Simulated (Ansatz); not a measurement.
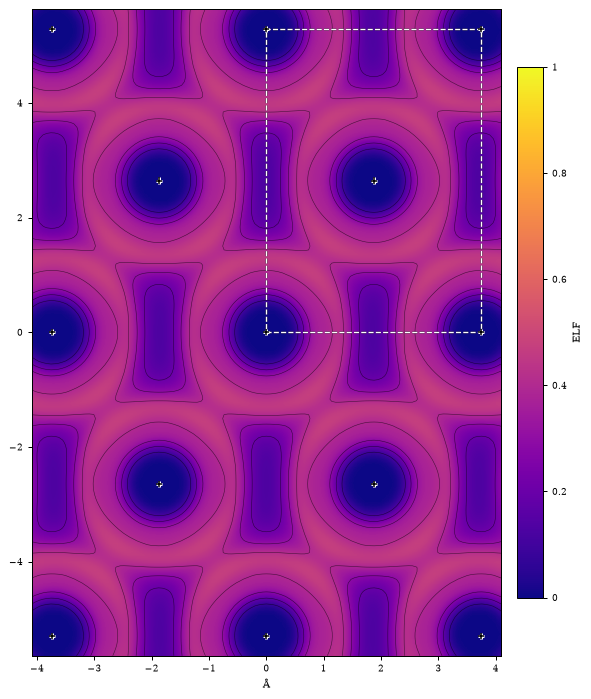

The electron localisation function on a plane through atoms (crosses mark nuclei in the plane).

All numbers below come from Kohn-Sham DFT of a periodic cell, PBE, Ansatz PAW (Ansatz 0.2.0).

Candidates:
A. Sb, a = 3.74 Å, b = 3.74 Å, c = 3.74 Å, α = 90.00°, β = 90.00°, γ = 90.00°. Space group Im-3m; a structure from a database of computed crystals, not necessarily the ambient phase; computed pressure about 3 GPa in this cell.
B. MnS, a = 3.69 Å, b = 3.69 Å, c = 18.10 Å, α = 90.00°, β = 90.00°, γ = 120.00°. Space group Fm-3m; computed pressure about −4 GPa in this cell; spin-polarised.

Q: Which system is this?

A: Candidate A: Sb on the (110) plane of the conventional cell, which holds Sb. Sb–Sb (3.24 Å): the ELF is about 0.40 at the midpoint.
